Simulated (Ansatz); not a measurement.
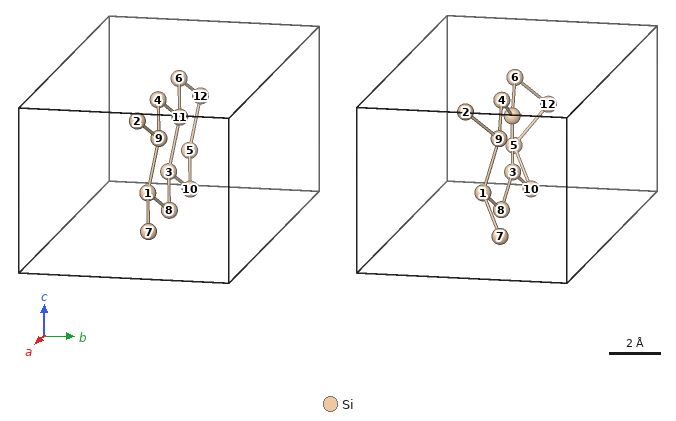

Two geometries of a wire of composition Si, drawn at one scale. One is the start of a relaxation, the other its converged end. Style: ball-and-stick. Shown: the cell of the calculation, with the vacuum cut short, slightly off an axis.

Level of theory: DFT PBE, scalar-relativistic, plane waves, PAW (Ansatz). Settings: plane-wave cutoff 420 eV; k-point mesh 1 × 1 × 8; occupations gaussian; smearing width 0.05 eV; no spin polarisation; cell relaxed at fixed a, b, alpha, beta, gamma; force threshold 0.02 eV/Å; at most 45 steps.

Which one is relaxed?

Answer. The right one is the relaxed one. Case: armchair ribbon, 6 formula units a period. Over 8 accepted moves (11 points after the start) the energy falls by 1.073 eV per cell of the calculation. The largest force component goes from 0.46 to 0.0018 eV/Å. The line search rejected the trial steps at points 5, 9 of the run. The SCF was repeated once at an unchanged geometry on a basis and grid sized afresh for the cell, which shifted the energy by 0.1 meV per cell of the calculation at most. The largest moves relative to the centre of the atoms, 0.64 Å, are those of Si2, Si5, Si7 and Si12. Along the periodic axis the drawn cell goes c 6.701 → 6.722 Å (+0.3 %). Among the contacts that change: Si2–Si7 2.279 → 2.229 Å, Si1–Si9 2.279 → 2.323 Å, Si1–Si7 2.279 → 2.297 Å. Bond angles that change, for instance: Si7–Si2–Si9 116.2° → 100.8°, Si2–Si9–Si4 116.2° → 102.7°, Si9–Si4–Si11 116.2° → 121.9°.
